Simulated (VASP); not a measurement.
BN: geometry relaxation (part 5 of 5)

BN (P6₃/mmc, 4 atoms in the cell); Kohn-Sham DFT of a periodic cell, PBE with D3(BJ), VASP PAW PBE potentials, recommended, no spin polarisation (VASP 6.6.1); cutoff 520 eV, 15×15×6 k-mesh, Gaussian smearing of 0.02 eV. The structure derives from an entry of the Crystallography Open Database. The run did not end well.

Geometry of the input (Å; fractional positions):
```
2.4982  0.0000  0.0000
-1.2491  2.1635  0.0000
0.0000  0.0000  6.6357
B  0.3333  0.6667  0.2500
B  0.6667  0.3333  0.7500
N  0.3333  0.6667  0.7500
N  0.6667  0.3333  0.2500
```

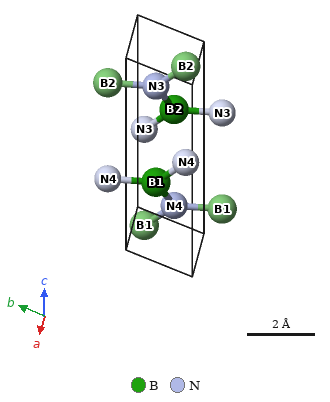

Fig. 1: The geometry at step 40 of the log (ball-and-stick view of the cell of the calculation, seen at an oblique angle; neighbours outside the cell are drawn fainter; atoms are numbered from 1 in the order of the input).

### Parts of OUTCAR, continued
```
  FORCE on cell =-STRESS in cart. coord.  units (eV):
  Direction    XX          YY          ZZ          XY          YZ          ZX
  --------------------------------------------------------------------------------------
  -------------------------------------------------------------------------------------
  Total       0.15885     0.15885    -0.02737    -0.00000    -0.00000     0.00000
  in kB       7.08868     7.08868    -1.22130    -0.00000    -0.00000     0.00000
  external pressure =        4.32 kB  Pullay stress =        0.00 kB

 VOLUME and BASIS-vectors are now :
 -----------------------------------------------------------------------------
  energy-cutoff  :      520.00
  volume of cell :       35.90
      direct lattice vectors                 reciprocal lattice vectors
     2.505188328  0.000000000 -0.000000000     0.399171587  0.230461824  0.000000000
    -1.252594164  2.169556728  0.000000000    -0.000000000  0.460923647 -0.000000000
    -0.000000000  0.000000000  6.605808507     0.000000000 -0.000000000  0.151381924

 POSITION                                       TOTAL-FORCE (eV/Angst)
 -----------------------------------------------------------------------------------
     -0.00000      1.44637      1.65145        -0.000000      0.000000      0.000000
      1.25259      0.72319      4.95436         0.000000     -0.000000      0.000000
     -0.00000      1.44637      4.95436         0.000000      0.000000      0.000000
      1.25259      0.72319      1.65145        -0.000000     -0.000000     -0.000000
 -----------------------------------------------------------------------------------
    total drift:                               -0.000002      0.000001      0.000000

  FREE ENERGIE OF THE ION-ELECTRON SYSTEM (eV)
  ---------------------------------------------------
  free  energy   TOTEN  =       -35.7175367055 eV

  energy  without entropy=      -35.7175367055  energy(sigma->0) =      -35.71753671

--------------------------------------- Ionic step       79  -------------------------------------------

 number of electron      15.9999997 magnetization

------------------------ aborting loop EDIFF was not reached (unconverged)  ----------------------------

 Edisp (eV)   -0.56695

 E8    (eV) :    -0.1661

  FORCE on cell =-STRESS in cart. coord.  units (eV):
  Direction    XX          YY          ZZ          XY          YZ          ZX
  --------------------------------------------------------------------------------------
  -------------------------------------------------------------------------------------
  Total       0.00059     0.00059    -0.02317     0.00000    -0.00000     0.00000
  in kB       0.02638     0.02638    -1.03283     0.00000    -0.00000     0.00000
  external pressure =       -0.33 kB  Pullay stress =        0.00 kB

 VOLUME and BASIS-vectors are now :
 -----------------------------------------------------------------------------
  energy-cutoff  :      520.00
  volume of cell :       35.95
      direct lattice vectors                 reciprocal lattice vectors
     2.506884023  0.000000000 -0.000000000     0.398901581  0.230305936  0.000000000
    -1.253442012  2.171025244  0.000000000    -0.000000000  0.460611871 -0.000000000
    -0.000000000  0.000000000  6.605038150     0.000000000 -0.000000000  0.151399580

 POSITION                                       TOTAL-FORCE (eV/Angst)
 -----------------------------------------------------------------------------------
     -0.00000      1.44735      1.65126         0.000000     -0.000000      0.000000
      1.25344      0.72368      4.95378         0.000000     -0.000000      0.000000
     -0.00000      1.44735      4.95378         0.000000     -0.000000      0.000000
      1.25344      0.72368      1.65126        -0.000000      0.000000     -0.000000
 -----------------------------------------------------------------------------------
    total drift:                               -0.000002      0.000001      0.000000

  FREE ENERGIE OF THE ION-ELECTRON SYSTEM (eV)
  ---------------------------------------------------
  free  energy   TOTEN  =       -35.7176421843 eV

  energy  without entropy=      -35.7176421843  energy(sigma->0) =      -35.71764218

--------------------------------------- Ionic step       80  -------------------------------------------

 number of electron      15.9999997 magnetization

 Free energy of the ion-electron system (eV)
  ---------------------------------------------------
  ext. energy  EPLUGINS =         0.00000000
  ---------------------------------------------------
  free energy    TOTEN  =       -35.15069991 eV

  energy without entropy =      -35.15069991  energy(sigma->0) =      -35.15069991

 E-fermi :   2.5016     XC(G=0): -10.0980     alpha+bet :-11.0087

 val. band max:        2.3343699821   @ k =   0.3333   0.2667   0.0000
 cond. band min:       6.6092536915   @ k =   0.4667   0.0667   0.0000
 fundamental gap:      4.2748837095
 Fermi energy:         2.5015924029

 k-point     1 :       0.0000    0.0000    0.0000
  band No.  band energies     occupation
      1     -15.4823      2.00000
      2     -15.1753      2.00000
      3      -3.9186      2.00000
      4      -1.7351      2.00000
      5       0.9666      2.00000
      6       0.9666      2.00000
      7       1.0061      2.00000
      8       1.0061      2.00000
      9       7.5961      0.00000
     10      12.6685      0.00000
     11      13.8183      0.00000
     12      13.9480      0.00000

 k-point     2 :       0.0667    0.0000    0.0000
  band No.  band energies     occupation
      1     -15.3953      2.00000
      2     -15.0914      2.00000
      3      -3.7993      2.00000
      4      -1.6282      2.00000
      5       0.6038      2.00000
      6       0.6398      2.00000
      7       0.7967      2.00000
      8       0.8392      2.00000
      9       7.7579      0.00000
     10      12.6059      0.00000
     11      13.7204      0.00000
     12      13.8810      0.00000

 k-point     3 :       0.1333   -0.0000    0.0000
  band No.  band energies     occupation
      1     -15.1371      2.00000
      2     -14.8424      2.00000
      3      -3.4440      2.00000
      4      -1.3117      2.00000
      5      -0.3675      2.00000
      6      -0.3302      2.00000
      7       0.3542      2.00000
      8       0.4031      2.00000
      9       8.1956      0.00000
     10      12.3690      0.00000
     11      13.4279      0.00000
     12      13.8188      0.00000

 k-point     4 :       0.2000   -0.0000    0.0000
  band No.  band energies     occupation
      1     -14.7176      2.00000
      2     -14.4388      2.00000
      3      -2.8620      2.00000
      4      -1.7017      2.00000
      5      -1.6509      2.00000
      6      -0.7995      2.00000
      7      -0.2195      2.00000
      8      -0.1639      2.00000
      9       8.8366      0.00000
     10      11.8252      0.00000
     11      12.7009      0.00000
     12      13.0863      0.00000

 k-point     5 :       0.2667   -0.0000    0.0000
  band No.  band energies     occupation
      1     -14.1575      2.00000
      2     -13.9025      2.00000
      3      -3.1694      2.00000
      4      -3.0997      2.00000
      5      -2.0729      2.00000
      6      -0.7948      2.00000
      7      -0.7338      2.00000
      8      -0.1217      2.00000
      9       9.6313      0.00000
     10      10.7586      0.00000
     11      11.2570      0.00000
     12      12.7663      0.00000

 [... the levels of 18 k-points are left out ...]

 k-point    24 :       0.4000    0.2000    0.0000
  band No.  band energies     occupation
      1     -11.9489      2.00000
      2     -11.8904      2.00000
      3      -6.1441      2.00000
      4      -6.0546      2.00000
      5      -3.6330      2.00000
      6      -3.5531      2.00000
      7       1.4610      2.00000
      8       2.2289      2.00000
      9       6.8808      0.00000
     10       7.6858      0.00000
     11      14.0350      0.00000
     12      14.3279      0.00000

 [... further k-points ...]

------------------------ aborting loop because EDIFF is reached ----------------------------------------

 Edisp (eV)   -0.56694

 E8    (eV) :    -0.1661

  FORCE on cell =-STRESS in cart. coord.  units (eV):
  Direction    XX          YY          ZZ          XY          YZ          ZX
  --------------------------------------------------------------------------------------
  -------------------------------------------------------------------------------------
  Total      -0.00674    -0.00674    -0.02175     0.00000     0.00000     0.00000
  in kB      -0.30039    -0.30039    -0.96946     0.00000     0.00000     0.00000
  external pressure =       -0.52 kB  Pullay stress =        0.00 kB

 VOLUME and BASIS-vectors are now :
 -----------------------------------------------------------------------------
  energy-cutoff  :      520.00
  volume of cell :       35.95
      direct lattice vectors                 reciprocal lattice vectors
     2.506911690  0.000000000 -0.000000000     0.398897179  0.230303394  0.000000000
    -1.253455845  2.171049204  0.000000000    -0.000000000  0.460606788 -0.000000000
    -0.000000000  0.000000000  6.605025581     0.000000000 -0.000000000  0.151399868

 POSITION                                       TOTAL-FORCE (eV/Angst)
 -----------------------------------------------------------------------------------
     -0.00000      1.44737      1.65126         0.000000     -0.000000      0.000000
      1.25346      0.72368      4.95377         0.000000      0.000000      0.000000
     -0.00000      1.44737      4.95377        -0.000000     -0.000000      0.000000
      1.25346      0.72368      1.65126         0.000000      0.000000     -0.000000
 -----------------------------------------------------------------------------------
    total drift:                               -0.000002      0.000001      0.000000

  FREE ENERGIE OF THE ION-ELECTRON SYSTEM (eV)
  ---------------------------------------------------
  free  energy   TOTEN  =       -35.7176416965 eV

  energy  without entropy=      -35.7176416965  energy(sigma->0) =      -35.71764170
```

### CONTCAR
```
BN
   1.00000000000000
     2.5069116899150869    0.0000000000000000   -0.0000000000000000
    -1.2534558449575435    2.1710492037291353    0.0000000000000000
    -0.0000000000000000    0.0000000000000000    6.6050255809741367
  B               N
     2     2
Direct
     0.3333333300000021    0.6666666699999979    0.2500000000000000
     0.6666666699999979    0.3333333300000021    0.7500000000000000
     0.3333333300000021    0.6666666699999979    0.7500000000000000
     0.6666666699999979    0.3333333300000021    0.2500000000000000

  0.00000000E+00  0.00000000E+00  0.00000000E+00
  0.00000000E+00  0.00000000E+00  0.00000000E+00
  0.00000000E+00  0.00000000E+00  0.00000000E+00
  0.00000000E+00  0.00000000E+00  0.00000000E+00
```

### Trajectory as extended XYZ (Å, eV, eV/Å), 19 of the 80 frames kept, from step=0 to step=79
```
4
Lattice="2.4982 0.0000 0.0000 -1.2491 2.1635 0.0000 0.0000 0.0000 6.6357" Properties=species:S:1:pos:R:3:forces:R:3 step=0 energy=-39.32004
B     0.0000    1.4424    1.6589    0.0000   0.0000   0.0000
B     1.2491    0.7212    4.9768    0.0000   0.0000   0.0000
N     0.0000    1.4424    4.9768    0.0000   0.0000   0.0000
N     1.2491    0.7212    1.6589    0.0000   0.0000   0.0000
4
Lattice="2.6721 0.0000 0.0000 -1.3360 2.3141 -0.0000 0.0000 -0.0000 7.8993" Properties=species:S:1:pos:R:3:forces:R:3 step=4 energy=-34.70996
B     0.0000    1.5427    1.9748    0.0000   0.0000   0.0000
B     1.3360    0.7714    5.9244    0.0000   0.0000   0.0000
N     0.0000    1.5427    5.9244    0.0000   0.0000   0.0000
N     1.3360    0.7714    1.9748    0.0000   0.0000   0.0000
4
Lattice="2.5040 0.0000 0.0000 -1.2520 2.1685 -0.0000 0.0000 -0.0000 6.6773" Properties=species:S:1:pos:R:3:forces:R:3 step=9 energy=-35.71669
B     0.0000    1.4457    1.6693    0.0000   0.0000   0.0000
B     1.2520    0.7228    5.0079    0.0000   0.0000   0.0000
N     0.0000    1.4457    5.0079    0.0000   0.0000   0.0000
N     1.2520    0.7228    1.6693    0.0000   0.0000   0.0000
4
Lattice="2.5050 0.0000 0.0000 -1.2525 2.1694 -0.0000 0.0000 -0.0000 6.6847" Properties=species:S:1:pos:R:3:forces:R:3 step=13 energy=-35.71677
B     0.0000    1.4463    1.6712    0.0000   0.0000   0.0000
B     1.2525    0.7231    5.0135    0.0000   0.0000   0.0000
N     0.0000    1.4463    5.0135    0.0000   0.0000   0.0000
N     1.2525    0.7231    1.6712    0.0000   0.0000   0.0000
4
Lattice="2.5072 -0.0000 0.0000 -1.2536 2.1713 0.0000 -0.0000 -0.0000 6.6841" Properties=species:S:1:pos:R:3:forces:R:3 step=18 energy=-35.71691
B     0.0000    1.4475    1.6710    0.0000   0.0000   0.0000
B     1.2536    0.7238    5.0131    0.0000   0.0000   0.0000
N     0.0000    1.4475    5.0131    0.0000   0.0000   0.0000
N     1.2536    0.7238    1.6710    0.0000   0.0000   0.0000
4
Lattice="2.5057 -0.0000 0.0000 -1.2529 2.1700 0.0000 -0.0000 0.0000 6.5277" Properties=species:S:1:pos:R:3:forces:R:3 step=22 energy=-35.71739
B     0.0000    1.4467    1.6319    0.0000   0.0000   0.0000
B     1.2529    0.7233    4.8958    0.0000   0.0000   0.0000
N     0.0000    1.4467    4.8958    0.0000   0.0000   0.0000
N     1.2529    0.7233    1.6319    0.0000   0.0000   0.0000
4
Lattice="2.5040 -0.0000 0.0000 -1.2520 2.1686 0.0000 -0.0000 0.0000 6.3506" Properties=species:S:1:pos:R:3:forces:R:3 step=26 energy=-35.71236
B     0.0000    1.4457    1.5876    0.0000   0.0000   0.0000
B     1.2520    0.7229    4.7629    0.0000   0.0000   0.0000
N     0.0000    1.4457    4.7629    0.0000   0.0000   0.0000
N     1.2520    0.7229    1.5876    0.0000   0.0000   0.0000
4
Lattice="2.5083 -0.0000 0.0000 -1.2541 2.1722 0.0000 -0.0000 0.0000 6.3883" Properties=species:S:1:pos:R:3:forces:R:3 step=31 energy=-35.71406
B     0.0000    1.4482    1.5971    0.0000   0.0000   0.0000
B     1.2541    0.7241    4.7912    0.0000   0.0000   0.0000
N     0.0000    1.4482    4.7912    0.0000   0.0000   0.0000
N     1.2541    0.7241    1.5971    0.0000   0.0000   0.0000
4
Lattice="2.5028 -0.0000 -0.0000 -1.2514 2.1675 0.0000 -0.0000 0.0000 6.4539" Properties=species:S:1:pos:R:3:forces:R:3 step=35 energy=-35.71557
B     0.0000    1.4450    1.6135    0.0000   0.0000   0.0000
B     1.2514    0.7225    4.8404    0.0000   0.0000   0.0000
N     0.0000    1.4450    4.8404    0.0000   0.0000   0.0000
N     1.2514    0.7225    1.6135    0.0000   0.0000   0.0000
4
Lattice="2.5134 -0.0000 -0.0000 -1.2567 2.1767 0.0000 -0.0000 0.0000 6.7104" Properties=species:S:1:pos:R:3:forces:R:3 step=40 energy=-35.71498
B     0.0000    1.4511    1.6776    0.0000   0.0000   0.0000
B     1.2567    0.7256    5.0328    0.0000   0.0000   0.0000
N     0.0000    1.4511    5.0328    0.0000   0.0000   0.0000
N     1.2567    0.7256    1.6776    0.0000   0.0000   0.0000
4
Lattice="2.5599 0.0000 -0.0000 -1.2799 2.2169 0.0000 -0.0000 -0.0000 7.9131" Properties=species:S:1:pos:R:3:forces:R:3 step=44 energy=-35.50287
B     0.0000    1.4780    1.9783    0.0000   0.0000   0.0000
B     1.2799    0.7390    5.9348    0.0000   0.0000   0.0000
N     0.0000    1.4780    5.9348    0.0000   0.0000   0.0000
N     1.2799    0.7390    1.9783    0.0000   0.0000   0.0000
4
Lattice="2.5043 0.0000 -0.0000 -1.2521 2.1688 0.0000 -0.0000 -0.0000 7.5341" Properties=species:S:1:pos:R:3:forces:R:3 step=48 energy=-35.65971
B     0.0000    1.4458    1.8835    0.0000   0.0000   0.0000
B     1.2521    0.7229    5.6506    0.0000   0.0000   0.0000
N     0.0000    1.4458    5.6506    0.0000   0.0000   0.0000
N     1.2521    0.7229    1.8835    0.0000   0.0000   0.0000
4
Lattice="2.5149 0.0000 -0.0000 -1.2575 2.1780 0.0000 -0.0000 -0.0000 7.2291" Properties=species:S:1:pos:R:3:forces:R:3 step=53 energy=-35.68797
B     0.0000    1.4520    1.8073    0.0000   0.0000   0.0000
B     1.2574    0.7260    5.4218    0.0000   0.0000   0.0000
N     0.0000    1.4520    5.4218    0.0000   0.0000   0.0000
N     1.2574    0.7260    1.8073    0.0000   0.0000   0.0000
4
Lattice="2.5289 0.0000 -0.0000 -1.2645 2.1901 0.0000 -0.0000 -0.0000 6.7892" Properties=species:S:1:pos:R:3:forces:R:3 step=57 energy=-35.69693
B     0.0000    1.4601    1.6973    0.0000   0.0000   0.0000
B     1.2645    0.7300    5.0919    0.0000   0.0000   0.0000
N     0.0000    1.4601    5.0919    0.0000   0.0000   0.0000
N     1.2645    0.7300    1.6973    0.0000   0.0000   0.0000
4
Lattice="2.5231 0.0000 -0.0000 -1.2616 2.1851 0.0000 -0.0000 -0.0000 6.8119" Properties=species:S:1:pos:R:3:forces:R:3 step=61 energy=-35.70392
B     0.0000    1.4567    1.7030    0.0000   0.0000   0.0000
B     1.2616    0.7284    5.1089    0.0000   0.0000   0.0000
N     0.0000    1.4567    5.1089    0.0000   0.0000   0.0000
N     1.2616    0.7284    1.7030    0.0000   0.0000   0.0000
4
Lattice="2.5046 0.0000 -0.0000 -1.2523 2.1691 0.0000 -0.0000 0.0000 6.4457" Properties=species:S:1:pos:R:3:forces:R:3 step=66 energy=-35.71609
B     0.0000    1.4460    1.6114    0.0000   0.0000   0.0000
B     1.2523    0.7230    4.8343    0.0000   0.0000   0.0000
N     0.0000    1.4460    4.8343    0.0000   0.0000   0.0000
N     1.2523    0.7230    1.6114    0.0000   0.0000   0.0000
4
Lattice="2.5088 0.0000 -0.0000 -1.2544 2.1727 0.0000 -0.0000 0.0000 6.5280" Properties=species:S:1:pos:R:3:forces:R:3 step=70 energy=-35.71724
B     0.0000    1.4484    1.6320    0.0000   0.0000   0.0000
B     1.2544    0.7242    4.8960    0.0000   0.0000   0.0000
N     0.0000    1.4484    4.8960    0.0000   0.0000   0.0000
N     1.2544    0.7242    1.6320    0.0000   0.0000   0.0000
4
Lattice="2.5032 0.0000 -0.0000 -1.2516 2.1678 0.0000 -0.0000 0.0000 6.6495" Properties=species:S:1:pos:R:3:forces:R:3 step=75 energy=-35.71684
B     0.0000    1.4452    1.6624    0.0000   0.0000   0.0000
B     1.2516    0.7226    4.9871    0.0000   0.0000   0.0000
N     0.0000    1.4452    4.9871    0.0000   0.0000   0.0000
N     1.2516    0.7226    1.6624    0.0000   0.0000   0.0000
4
Lattice="2.5069 0.0000 -0.0000 -1.2535 2.1710 0.0000 -0.0000 0.0000 6.6050" Properties=species:S:1:pos:R:3:forces:R:3 step=79 energy=-35.71764
B     0.0000    1.4474    1.6513    0.0000   0.0000   0.0000
B     1.2535    0.7237    4.9538    0.0000   0.0000   0.0000
N     0.0000    1.4474    4.9538    0.0000   0.0000   0.0000
N     1.2535    0.7237    1.6513    0.0000   0.0000   0.0000
```

### Outcome

| quantity | value |
| --- | --- |
| outcome | not converged |
| space group (tolerance 0.01 Å) | P6₃/mmc (194) |
| electrons treated | 16 |
| free energy | −35.7176 eV |
| dispersion energy | −0.5669 eV |
| gap on the k-point mesh | 4.27 eV |
| pressure | −0.05 GPa |
| final volume | 35.95 Å³ |
| largest force (length of the vector) at the end | under 0.001 eV/Å |
| final cell | a = 2.507 Å, b = 2.507 Å, c = 6.605 Å, α = 90.00°, β = 90.00°, γ = 120.00° |
| hardware | 1 thread of Intel Xeon (Emerald Rapids), 360 GiB of memory available, shared host |
| wall time | 11 min |
| peak memory | 0.21 GiB |

### Diagnosis

The run did not converge. Its last values are not results.
